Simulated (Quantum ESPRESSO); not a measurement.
**Run report: Ga, geometry relaxation (part 1 of 4)**

- system: Ga (P-1, 2 atoms in the cell)
- method: Kohn-Sham DFT of a periodic cell, PBEsol, GBRV 1.5 PBEsol, no spin polarisation (Quantum ESPRESSO 7.5)

The structure derives from a Materials Project entry.

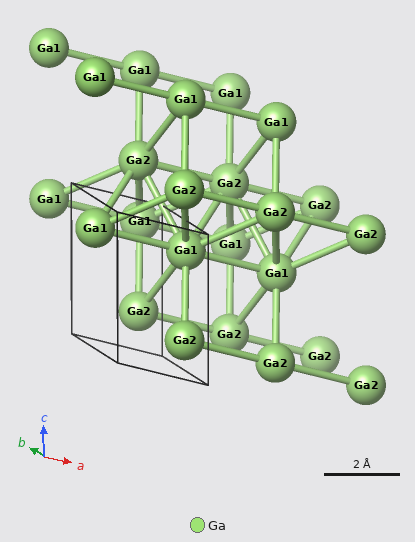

Figure 1. The starting structure (ball-and-stick view of the cell of the calculation, repeated 3 × 2 × 2, seen slightly off an axis; atoms are numbered from 1 in the order of the input). An atom can appear more than once, as a periodic image.

### The input
```
&CONTROL
  calculation = 'relax'
  prefix = 'pwscf'
  outdir = './tmp'
  pseudo_dir = './pseudo'
  tprnfor = .true.
  tstress = .true.
  disk_io = 'low'
  nstep = 40
  forc_conv_thr = 0.0004
  etot_conv_thr = 1d-05
/
&SYSTEM
  ibrav = 0
  nat = 2
  ntyp = 1
  ecutwfc = 56
  ecutrho = 448
  nbnd = 27
  occupations = 'smearing'
  smearing = 'fd'
  degauss = 0.00367493
/
&ELECTRONS
  conv_thr = 4d-10
  electron_maxstep = 120
  mixing_beta = 0.5
/
&IONS
  ion_dynamics = 'bfgs'
/
ATOMIC_SPECIES
Ga    69.7230 ga_pbesol_v1.4.uspp.F.UPF
CELL_PARAMETERS bohr
   5.2504567991   -0.0262522839    0.0000000000
  -0.0310067094    6.2013418613    0.0000000000
  -2.5387168437    0.0126935842    7.5405234656
ATOMIC_POSITIONS bohr
Ga    -1.2717986348    4.6572491140    5.8074610541
Ga     3.9525318809    1.5305340476    1.7330624116
K_POINTS automatic
6 4 4 0 0 0
```

Run on 2 threads of Arm Neoverse V1, 24 GiB of memory available, shared host.

Command:
```bash
OMP_NUM_THREADS=1 mpirun -n 2 pw.x -nk 2 -in pw.in > pw.out
```

### Output
```
This program is part of the open-source Quantum ESPRESSO suite
     for quantum simulation of materials; please cite
         "P. Giannozzi et al., J. Phys.:Condens. Matter 21 395502 (2009);
         "P. Giannozzi et al., J. Phys.:Condens. Matter 29 465901 (2017);
         "P. Giannozzi et al., J. Chem. Phys. 152 154105 (2020);
          URL
     in publications or presentations arising from this work. More details at

     Message from routine setup:
     using ibrav=0 with symmetry is DISCOURAGED, use correct ibrav instead

     K-points division:     npool     =       2
     Subspace diagonalization in iterative solution of the eigenvalue problem:
     a serial algorithm will be used

     G-vector sticks info
     --------------------
     sticks:   dense  smooth     PW     G-vecs:    dense   smooth      PW
     Sum        1159     583    187                39281    13877    2525

     Using Slab Decomposition

     bravais-lattice index     =            0
     lattice parameter (alat)  =       5.2505  a.u.
     unit-cell volume          =     245.5124 (a.u.)^3
     number of atoms/cell      =            2
     number of atomic types    =            1
     number of electrons       =        38.00
     number of Kohn-Sham states=           27
     kinetic-energy cutoff     =      56.0000  Ry
     charge density cutoff     =     448.0000  Ry
     scf convergence threshold =      4.0E-10
     mixing beta               =       0.5000
     number of iterations used =            8  plain     mixing
     energy convergence thresh.=      1.0E-05
     force convergence thresh. =      4.0E-04
     Exchange-correlation= SLA  PW   PSX  PSC
                           (   1   4  10   8   0   0   0)
     nstep                     =           40

     celldm(1)=   5.250522  celldm(2)=   0.000000  celldm(3)=   0.000000
     celldm(4)=   0.000000  celldm(5)=   0.000000  celldm(6)=   0.000000

     crystal axes: (cart. coord. in units of alat)
               a(1) = (   0.999988  -0.005000   0.000000 )
               a(2) = (  -0.005905   1.181090   0.000000 )
               a(3) = (  -0.483517   0.002418   1.436147 )

     reciprocal axes: (cart. coord. in units 2 pi/alat)
               b(1) = (  1.000038  0.005000  0.336681 )
               b(2) = (  0.004233  0.846696 -0.000000 )
               b(3) = ( -0.000000 -0.000000  0.696307 )

     PseudoPot. # 1 for Ga read from file:
     ga_pbesol_v1.4.uspp.F.UPF
     Pseudo is Ultrasoft + core correction, Zval = 19.0
     Generated by new atomic code, or converted to UPF format
     Using radial grid of  871 points,  6 beta functions with:
                l(1) =   0
                l(2) =   0
                l(3) =   1
                l(4) =   1
                l(5) =   2
                l(6) =   2
     Q(r) pseudized with  8 coefficients,  rinner =    1.250   1.250   1.250
                                                       1.250   1.250

     atomic species   valence    mass     pseudopotential
     Ga               19.00    69.72300     Ga( 1.00)

      2 Sym. Ops., with inversion, found

   Cartesian axes

     site n.     atom                  positions (alat units)
         1        Ga     tau(   1) = (  -0.2422233   0.8870068   1.1060730  )
         2        Ga     tau(   2) = (   0.7527883   0.2915013   0.3300743  )

     number of k points=    52  Fermi-Dirac smearing, width (Ry)=  0.0037
                       cart. coord. in units 2pi/alat
        k(    1) = (   0.0000000   0.0000000   0.0000000), wk =   0.0208333
        k(    2) = (   0.0000000   0.0000000   0.1740769), wk =   0.0416667
        k(    3) = (   0.0000000   0.0000000  -0.3481537), wk =   0.0208333
        k(    4) = (   0.0010584   0.2116741  -0.0000000), wk =   0.0416667
        k(    5) = (   0.0010584   0.2116741   0.1740769), wk =   0.0416667
        k(    6) = (   0.0010584   0.2116741  -0.3481537), wk =   0.0416667
        k(    7) = (   0.0010584   0.2116741  -0.1740769), wk =   0.0416667
        k(    8) = (  -0.0021167  -0.4233482   0.0000000), wk =   0.0208333
        k(    9) = (  -0.0021167  -0.4233482   0.1740769), wk =   0.0416667
        k(   10) = (  -0.0021167  -0.4233482  -0.3481537), wk =   0.0208333
        k(   11) = (   0.1666729   0.0008334   0.0561134), wk =   0.0416667
        k(   12) = (   0.1666729   0.0008334   0.2301903), wk =   0.0416667
        k(   13) = (   0.1666729   0.0008334  -0.2920403), wk =   0.0416667
        k(   14) = (   0.1666729   0.0008334  -0.1179634), wk =   0.0416667
        k(   15) = (   0.1677313   0.2125075   0.0561134), wk =   0.0416667
        k(   16) = (   0.1677313   0.2125075   0.2301903), wk =   0.0416667
        k(   17) = (   0.1677313   0.2125075  -0.2920403), wk =   0.0416667
        k(   18) = (   0.1677313   0.2125075  -0.1179634), wk =   0.0416667
        k(   19) = (   0.1645562  -0.4225148   0.0561134), wk =   0.0416667
        k(   20) = (   0.1645562  -0.4225148   0.2301903), wk =   0.0416667
        k(   21) = (   0.1645562  -0.4225148  -0.2920403), wk =   0.0416667
        k(   22) = (   0.1645562  -0.4225148  -0.1179634), wk =   0.0416667
        k(   23) = (   0.1656145  -0.2108407   0.0561134), wk =   0.0416667
        k(   24) = (   0.1656145  -0.2108407   0.2301903), wk =   0.0416667
        k(   25) = (   0.1656145  -0.2108407  -0.2920403), wk =   0.0416667
        k(   26) = (   0.1656145  -0.2108407  -0.1179634), wk =   0.0416667
        k(   27) = (   0.3333458   0.0016667   0.1122269), wk =   0.0416667
        k(   28) = (   0.3333458   0.0016667   0.2863037), wk =   0.0416667
        k(   29) = (   0.3333458   0.0016667  -0.2359268), wk =   0.0416667
        k(   30) = (   0.3333458   0.0016667  -0.0618500), wk =   0.0416667
        k(   31) = (   0.3344042   0.2133408   0.1122269), wk =   0.0416667
        k(   32) = (   0.3344042   0.2133408   0.2863037), wk =   0.0416667
        k(   33) = (   0.3344042   0.2133408  -0.2359268), wk =   0.0416667
        k(   34) = (   0.3344042   0.2133408  -0.0618500), wk =   0.0416667
        k(   35) = (   0.3312291  -0.4216815   0.1122269), wk =   0.0416667
        k(   36) = (   0.3312291  -0.4216815   0.2863037), wk =   0.0416667
        k(   37) = (   0.3312291  -0.4216815  -0.2359268), wk =   0.0416667
        k(   38) = (   0.3312291  -0.4216815  -0.0618500), wk =   0.0416667
        k(   39) = (   0.3322875  -0.2100074   0.1122269), wk =   0.0416667
        k(   40) = (   0.3322875  -0.2100074   0.2863037), wk =   0.0416667
        k(   41) = (   0.3322875  -0.2100074  -0.2359268), wk =   0.0416667
        k(   42) = (   0.3322875  -0.2100074  -0.0618500), wk =   0.0416667
        k(   43) = (  -0.5000188  -0.0025001  -0.1683403), wk =   0.0208333
        k(   44) = (  -0.5000188  -0.0025001   0.0057365), wk =   0.0416667
        k(   45) = (  -0.5000188  -0.0025001  -0.5164940), wk =   0.0208333
        k(   46) = (  -0.4989604   0.2091740  -0.1683403), wk =   0.0416667
        k(   47) = (  -0.4989604   0.2091740   0.0057365), wk =   0.0416667
        k(   48) = (  -0.4989604   0.2091740  -0.5164940), wk =   0.0416667
        k(   49) = (  -0.4989604   0.2091740  -0.3424172), wk =   0.0416667
        k(   50) = (  -0.5021355  -0.4258483  -0.1683403), wk =   0.0208333
        k(   51) = (  -0.5021355  -0.4258483   0.0057365), wk =   0.0416667
        k(   52) = (  -0.5021355  -0.4258483  -0.5164940), wk =   0.0208333

     Dense  grid:    39281 G-vectors     FFT dimensions: (  36,  45,  54)

     Smooth grid:    13877 G-vectors     FFT dimensions: (  25,  30,  40)

     Check: negative core charge=   -0.000001

     Initial potential from superposition of free atoms

     starting charge      36.0000, renormalised to      38.0000
     Starting wfcs are   24 randomized atomic wfcs +    3 random wfcs

     Self-consistent Calculation

     iteration #  1     ecut=    56.00 Ry     beta= 0.50
     Davidson diagonalization with overlap
     ethr =  1.00E-02,  avg # of iterations =  5.8

     total energy              =    -820.99334636 Ry
     estimated scf accuracy    <      18.47261982 Ry

     iteration #  2     ecut=    56.00 Ry     beta= 0.50
     Davidson diagonalization with overlap
     ethr =  1.00E-02,  avg # of iterations =  2.5

     total energy              =    -829.77024975 Ry
     estimated scf accuracy    <       4.55658435 Ry

     iteration #  3     ecut=    56.00 Ry     beta= 0.50
     Davidson diagonalization with overlap
     ethr =  1.00E-02,  avg # of iterations =  2.0

     total energy              =    -829.86093188 Ry
     estimated scf accuracy    <       0.52230042 Ry

     iteration #  4     ecut=    56.00 Ry     beta= 0.50
     Davidson diagonalization with overlap
     ethr =  1.37E-03,  avg # of iterations =  2.2

     total energy              =    -829.99126085 Ry
     estimated scf accuracy    <       0.00203773 Ry

     iteration #  5     ecut=    56.00 Ry     beta= 0.50
     Davidson diagonalization with overlap
     ethr =  5.36E-06,  avg # of iterations =  7.4

     total energy              =    -829.99207654 Ry
     estimated scf accuracy    <       0.00038471 Ry

     iteration #  6     ecut=    56.00 Ry     beta= 0.50
     Davidson diagonalization with overlap
     ethr =  1.01E-06,  avg # of iterations =  2.3

     total energy              =    -829.99197263 Ry
     estimated scf accuracy    <       0.00018129 Ry

     iteration #  7     ecut=    56.00 Ry     beta= 0.50
     Davidson diagonalization with overlap
     ethr =  4.77E-07,  avg # of iterations =  2.0

     total energy              =    -829.99202889 Ry
     estimated scf accuracy    <       0.00000618 Ry

     iteration #  8     ecut=    56.00 Ry     beta= 0.50
     Davidson diagonalization with overlap
     ethr =  1.63E-08,  avg # of iterations =  3.8

     total energy              =    -829.99203109 Ry
     estimated scf accuracy    <       0.00000017 Ry

     iteration #  9     ecut=    56.00 Ry     beta= 0.50
     Davidson diagonalization with overlap
     ethr =  4.37E-10,  avg # of iterations =  2.3

     total energy              =    -829.99203114 Ry
     estimated scf accuracy    <       0.00000021 Ry

     iteration # 10     ecut=    56.00 Ry     beta= 0.50
     Davidson diagonalization with overlap
     ethr =  4.37E-10,  avg # of iterations =  2.0

     total energy              =    -829.99203119 Ry
     estimated scf accuracy    <          4.2E-10 Ry

[... 53 further cycles ...]
     iteration #  5     ecut=    56.00 Ry     beta= 0.50
     Davidson diagonalization with overlap
     ethr =  2.83E-12,  avg # of iterations =  2.8

     total energy              =    -829.99223682 Ry
     estimated scf accuracy    <          2.7E-11 Ry

     iteration #  6     ecut=    56.00 Ry     beta= 0.50
     Davidson diagonalization with overlap
     ethr =  1.00E-13,  avg # of iterations =  3.0

     total energy              =    -829.99223682 Ry
     estimated scf accuracy    <          5.0E-12 Ry

     iteration #  7     ecut=    56.00 Ry     beta= 0.50
     Davidson diagonalization with overlap
     ethr =  1.00E-13,  avg # of iterations =  1.0

     End of self-consistent calculation

          k = 0.0000 0.0000 0.0000 (  1733 PWs)   bands (ev):

   -82.8474 -82.8425 -82.8353 -82.8298 -82.8294 -82.8258  -3.6381  -3.6237
    -3.5788  -3.5517  -3.3110  -3.3037  -3.2410  -3.2371  -3.2268  -3.0992
     0.0490   9.4203  10.0140  13.2699  17.0449  20.5572  21.8734  22.1426
    22.6250  24.3362  24.5076

          k = 0.0000 0.0000 0.1741 (  1746 PWs)   bands (ev):

   -82.8467 -82.8432 -82.8343 -82.8306 -82.8290 -82.8264  -3.6681  -3.5593
    -3.5544  -3.4816  -3.3577  -3.3256  -3.2792  -3.2079  -3.1893  -3.1800
     0.6324   5.6098  13.9386  14.4508  17.9932  19.2034  19.2554  20.6477
    22.6992  24.2848  27.0125

          k = 0.0000 0.0000-0.3482 (  1746 PWs)   bands (ev):

   -82.8454 -82.8446 -82.8321 -82.8321 -82.8289 -82.8271  -3.6980  -3.4726
    -3.4417  -3.3858  -3.3852  -3.3704  -3.3610  -3.3382  -3.1879  -3.1557
     1.9828   3.0604  15.3842  16.6652  17.6306  17.8523  18.6298  22.2199
    22.4607  23.0059  26.7999

          k = 0.0011 0.2117-0.0000 (  1739 PWs)   bands (ev):

   -82.8469 -82.8434 -82.8342 -82.8303 -82.8291 -82.8266  -3.6572  -3.5630
    -3.5412  -3.4844  -3.3688  -3.3657  -3.2624  -3.1921  -3.1853  -3.1758
     0.9446   7.8291  10.4377  11.7716  17.9215  18.0781  21.3494  22.5330
    23.0680  24.6380  25.6630

          k = 0.0011 0.2117 0.1741 (  1743 PWs)   bands (ev):

   -82.8466 -82.8442 -82.8333 -82.8308 -82.8288 -82.8268  -3.6451  -3.5644
    -3.5066  -3.4580  -3.3856  -3.3221  -3.2841  -3.2454  -3.2274  -3.1629
     1.5412   6.3998   9.0222  13.8464  16.4101  20.1340  22.4882  23.6124
    23.8505  24.4896  27.3593

          k = 0.0011 0.2117-0.3482 (  1739 PWs)   bands (ev):

   -82.8459 -82.8453 -82.8318 -82.8317 -82.8285 -82.8273  -3.6526  -3.4827
    -3.4723  -3.4635  -3.3603  -3.3423  -3.3336  -3.3065  -3.2148  -3.1794
     2.9049   3.9708  10.3113  11.3330  19.5607  21.8198  22.5669  22.9257
    25.2634  25.6530  25.9786

          k = 0.0011 0.2117-0.1741 (  1742 PWs)   bands (ev):

   -82.8467 -82.8441 -82.8334 -82.8307 -82.8288 -82.8270  -3.6449  -3.5633
    -3.5071  -3.4592  -3.3840  -3.3234  -3.2844  -3.2444  -3.2282  -3.1628
     1.5412   6.3997   9.0221  13.8468  16.4101  20.1430  22.4822  23.6116
    23.8483  24.4677  27.3617

          k =-0.0021-0.4233 0.0000 (  1730 PWs)   bands (ev):

   -82.8454 -82.8454 -82.8321 -82.8319 -82.8281 -82.8280  -3.6188  -3.6183
    -3.4115  -3.4073  -3.3864  -3.3821  -3.3225  -3.3218  -3.1571  -3.1571
     3.6294   3.6311  13.1581  13.1600  14.2201  14.2208  22.9723  23.0100
    26.6341  26.6835  27.8021

          k =-0.0021-0.4233 0.1741 (  1739 PWs)   bands (ev):

   -82.8459 -82.8458 -82.8318 -82.8316 -82.8281 -82.8278  -3.6015  -3.6009
    -3.4496  -3.4481  -3.3769  -3.3750  -3.2883  -3.2881  -3.1852  -3.1851
     4.2226   4.2243   9.5010   9.5028  18.9297  18.9312  22.5202  22.5553
    25.7425  25.7787  29.3709

          k =-0.0021-0.4233-0.3482 (  1718 PWs)   bands (ev):

   -82.8463 -82.8462 -82.8316 -82.8313 -82.8280 -82.8276  -3.5601  -3.5589
    -3.5191  -3.5185  -3.3345  -3.3333  -3.2687  -3.2682  -3.2265  -3.2263
     5.4050   5.4061   7.1373   7.1383  22.1702  22.2045  23.5988  23.6062
    25.1848  25.2072  27.6551

          k = 0.1667 0.0008 0.0561 (  1733 PWs)   bands (ev):

   -82.8471 -82.8427 -82.8350 -82.8312 -82.8304 -82.8261  -3.6069  -3.5993
    -3.5237  -3.4596  -3.3508  -3.3417  -3.2893  -3.2599  -3.2412  -3.1040
     0.6651   8.7828  11.7379  13.9222  15.5998  17.5650  17.9642  22.0116
    23.1415  26.3950  27.5328

          k = 0.1667 0.0008 0.2302 (  1737 PWs)   bands (ev):

   -82.8461 -82.8436 -82.8333 -82.8325 -82.8301 -82.8269  -3.6041  -3.5178
    -3.5099  -3.4040  -3.3875  -3.3800  -3.3049  -3.2571  -3.2208  -3.1829
     1.6206   5.0755  14.3941  14.9804  16.2296  18.6316  19.2695  19.9565
    21.6688  26.0587  27.8373

          k = 0.1667 0.0008-0.2920 (  1747 PWs)   bands (ev):

   -82.8454 -82.8444 -82.8338 -82.8314 -82.8295 -82.8280  -3.6115  -3.4718
    -3.4612  -3.4081  -3.3978  -3.3939  -3.3230  -3.2872  -3.2120  -3.2007
     2.1927   4.0763  14.2664  15.6067  17.3527  17.6117  18.9425  21.0145
    22.4294  24.6802  26.3012

          k = 0.1667 0.0008-0.1180 (  1747 PWs)   bands (ev):

   -82.8468 -82.8430 -82.8350 -82.8309 -82.8300 -82.8268  -3.5859  -3.5798
    -3.5413  -3.4367  -3.3635  -3.3577  -3.2792  -3.2483  -3.2458  -3.1356
     0.8736   7.3356  13.4118  14.1640  15.3050  17.8889  18.4679  20.8042
    22.2958  27.7800  27.9121

          k = 0.1677 0.2125 0.0561 (  1738 PWs)   bands (ev):

   -82.8467 -82.8436 -82.8341 -82.8314 -82.8302 -82.8270  -3.6171  -3.5055
    -3.5034  -3.4478  -3.4216  -3.3781  -3.2579  -3.2519  -3.2223  -3.1570
     1.5762   8.2747  10.2109  13.2668  16.3361  16.9741  18.7324  20.0429
    23.4062  24.3487  26.3763

          k = 0.1677 0.2125 0.2302 (  1736 PWs)   bands (ev):

   -82.8463 -82.8445 -82.8327 -82.8322 -82.8299 -82.8273  -3.5692  -3.5386
    -3.4649  -3.4196  -3.3832  -3.3698  -3.2939  -3.2787  -3.2626  -3.1901
     2.5441   5.9456   9.9075  13.2936  15.2197  18.6259  21.0640  23.6404
    24.1228  24.9537  28.1107

          k = 0.1677 0.2125-0.2920 (  1736 PWs)   bands (ev):

   -82.8459 -82.8451 -82.8333 -82.8314 -82.8292 -82.8281  -3.5704  -3.5086
    -3.4631  -3.3972  -3.3961  -3.3690  -3.3149  -3.2963  -3.2495  -3.2073
     3.1210   4.9806  10.4646  12.2976  15.0976  20.6342  21.3467  23.8220
    24.3779  25.4211  27.1369

          k = 0.1677 0.2125-0.1180 (  1736 PWs)   bands (ev):

   -82.8466 -82.8438 -82.8342 -82.8311 -82.8297 -82.8275  -3.6018  -3.5225
    -3.4910  -3.4357  -3.4232  -3.3626  -3.2730  -3.2548  -3.2306  -3.1693
     1.7893   7.8268   9.4916  14.8886  15.6776  16.0825  19.2251  21.6976
    23.4783  24.2726  26.8270

          k = 0.1646-0.4225 0.0561 (  1746 PWs)   bands (ev):

   -82.8454 -82.8454 -82.8324 -82.8322 -82.8290 -82.8288  -3.5763  -3.5756
    -3.4392  -3.4338  -3.3685  -3.3667  -3.3175  -3.3147  -3.1798  -3.1772
     4.2136   4.2681  12.6325  12.6840  15.7396  15.7915  18.6655  18.8365
    22.2051  22.3775  32.2128

          k = 0.1646-0.4225 0.2302 (  1724 PWs)   bands (ev):

   -82.8459 -82.8459 -82.8322 -82.8319 -82.8289 -82.8285  -3.5456  -3.5441
    -3.4522  -3.4472  -3.3849  -3.3806  -3.2687  -3.2677  -3.2395  -3.2379
     5.1468   5.1987   8.9705   9.0205  17.6711  17.9256  21.1848  21.2124
    25.0547  25.2809  29.7756

          k = 0.1646-0.4225-0.2920 (  1714 PWs)   bands (ev):

   -82.8461 -82.8460 -82.8322 -82.8320 -82.8287 -82.8283  -3.5436  -3.5412
    -3.4558  -3.4526  -3.3717  -3.3686  -3.2767  -3.2765  -3.2439  -3.2426
     5.6496   5.6955   8.0517   8.0943  17.5884  17.8462  22.9790  22.9991
    25.9993  26.1987  28.5399

          k = 0.1646-0.4225-0.1180 (  1745 PWs)   bands (ev):
```
